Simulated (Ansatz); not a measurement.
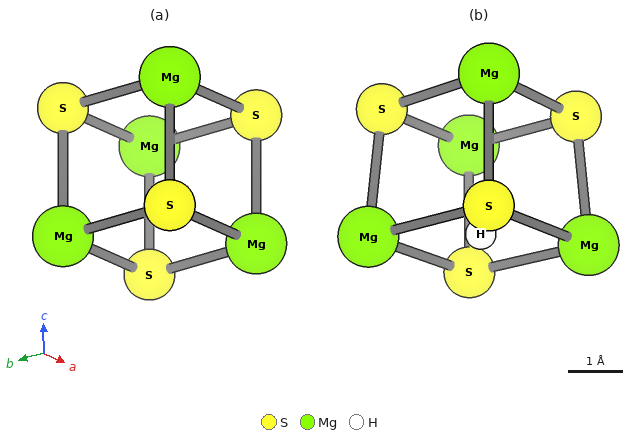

Left: perfect MgS. Right: the same region with one point defect, after relaxing the atoms in a supercell of 64 sites. Style: ball-and-stick. Shown: the atoms within 3.3 Å of one point, from a free direction.

Theory: DFT, PBEsol, PAW, plane waves (Ansatz). (plane-wave cutoff 420 eV; k-point mesh 1 × 1 × 1; mesh shifted by (0.25, 0.25, 0.25); no spin polarisation) Fermi-Dirac smearing of 0.01 eV. A uniform background neutralises the charged cell. The axes drawn are those of the host's conventional cell.

**What kind of defect was made?**

An extra hydrogen atom is put between the host's atoms (an interstitial).

The charge state of the cell is +1.

**How does the lattice respond?**

The H atom starts with 4 Mg at 2.24 to 2.25 Å, 4 S at 2.24 to 2.25 Å around its place and ends with 1 S at 1.44 Å. Of the host's atoms, a magnesium atom moves furthest from its site, by 0.26 Å. The H atom itself moves 1.35 Å from where it was put.

Limits of the set-up: the cell is charged, on a uniform background, and energies carry no finite-size correction.
